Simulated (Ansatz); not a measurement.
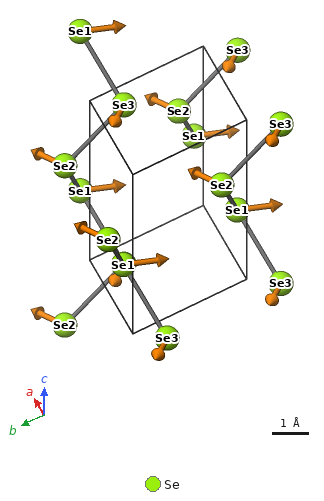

One vibrational mode of crystalline Se at the zone centre. The orange arrows are the displacements of the atoms (eigenvector over the root of the mass), of arbitrary overall length and sign. A ball-and-stick model of the cell of the calculation, seen from a free direction.

Theory: DFT PBE, scalar-relativistic, plane waves, PAW in Ansatz 0.2.0. (plane-wave cutoff 420 eV; k-point mesh 6 × 6 × 6; occupations fixed; no spin polarisation)

Frequencies are those without the non-analytic (LO–TO) term.

> Give the symmetry, activity and frequency of this mode.

This is the A₂ mode at 86 cm⁻¹, the lowest optical level, infrared-active by symmetry. Atoms of one kind move against one another, with no net shift of their sublattice; the Se–Se bond lengths don't change to first order, so for these it is a bending, tilting or sliding motion. Its infrared intensity is 0.4 (D/Å)²/amu.
